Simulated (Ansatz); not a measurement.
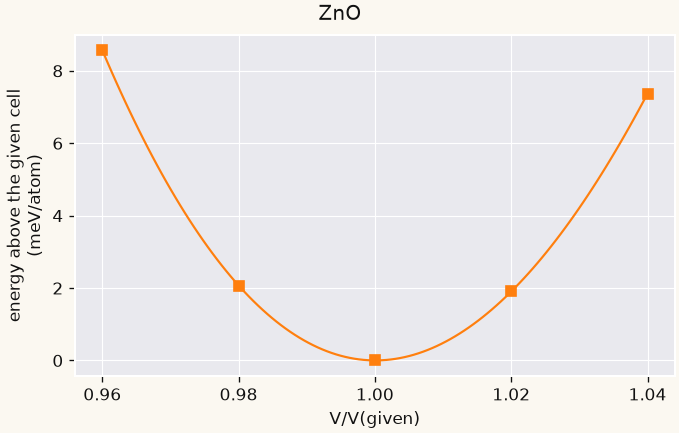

The figure shows the energy above the given cell against V/V(given) for ZnO, space group P6_3mc (No. 186).

Cell as given: a = 3.279 Å, b = 3.279 Å, c = 5.293 Å, α = 90.00°, β = 90.00°, γ = 120.00°; 4 atoms.

Calculation (Ansatz 0.2.0): plane-wave density functional theory, PAW datasets, Gaussian smearing 0.05 eV: equation of state, the given cell scaled in volume with shape and atoms relaxed at each volume; third-order Birch-Murnaghan fit. Level: PBE, no spin polarisation.

```csv
setting,value
PAW set,soft_2
wave cutoff,420 eV
k mesh,12×12×8
```

V(given) is 12.33 Å³/atom.

Q: What equilibrium volume and bulk modulus follow from the curve?

A: A third-order Birch–Murnaghan fit gives V0 = 12.33 Å³/atom, B0 = 129 GPa and B′ = 4.4.

The computed values:

| V/V(given) | energy above the given cell (meV/atom) |
| --- | --- |
| 0.96 | 8.57 |
| 0.98 | 2.07 |
| 1.00 | 0.00 |
| 1.02 | 1.91 |
| 1.04 | 7.37 |
